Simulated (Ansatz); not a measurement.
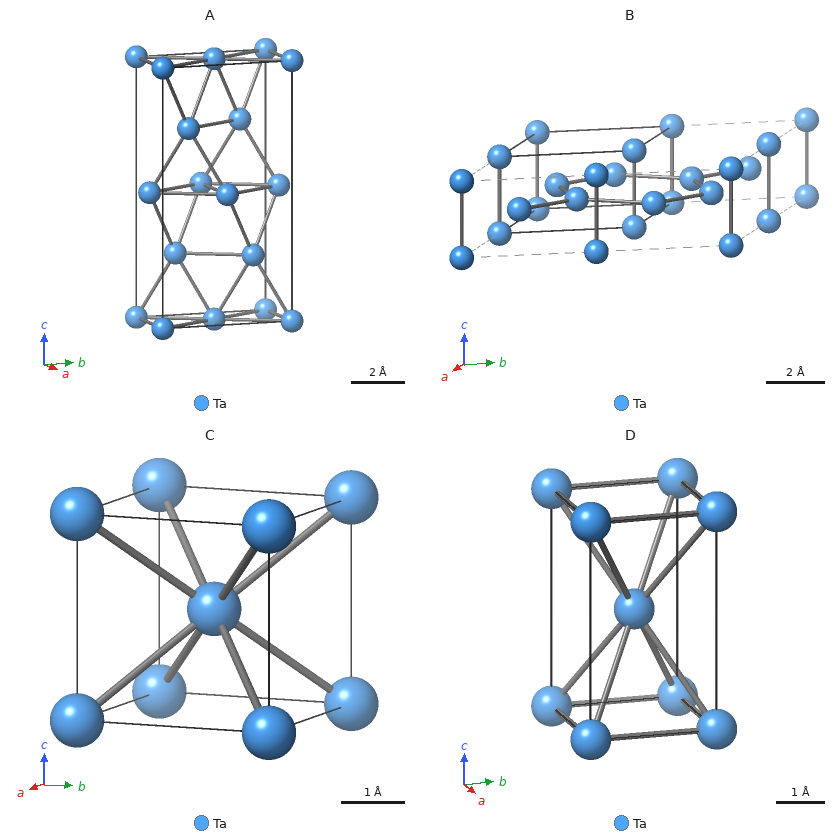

Four structures of Ta, each relaxed to rest (conventional cells in solid outline, small ones repeated, each panel with its own scale). Method: DFT PBE, scalar-relativistic, plane waves, PAW (Ansatz 0.2.0), without spin polarisation.

Question: What are the structures shown?

Answer: A: 8 atoms a cell on a face-centred orthorhombic lattice, Fddd; B: ω phase (AlB₂-like), P6/mmm; C: body-centred cubic (W type), Im-3m; D: 2 atoms a cell on a body-centred tetragonal lattice, I4/mmm.

Question: Which of these is lowest in energy, and how far above it do the others lie?

Answer: C, then A (+137 meV/atom), D (+173 meV/atom) and B (+235 meV/atom), energies at zero smearing.

Question: Collect the results in a table.

Answer:
| panel | structure | E − E(lowest) (meV/atom) | volume (Å³/atom) | gap (eV) |
| --- | --- | --- | --- | --- |
| C | Im-3m | 0 | 18.3 | metal |
| A | Fddd | 137 | 18.7 | metal |
| D | I4/mmm | 173 | 18.6 | metal |
| B | P6/mmm | 235 | 18.6 | metal |

Some of these may be structure types tried for this composition rather than known phases, and the most stable form need not be among them. Gaps are taken on the k-mesh or band path of each run.
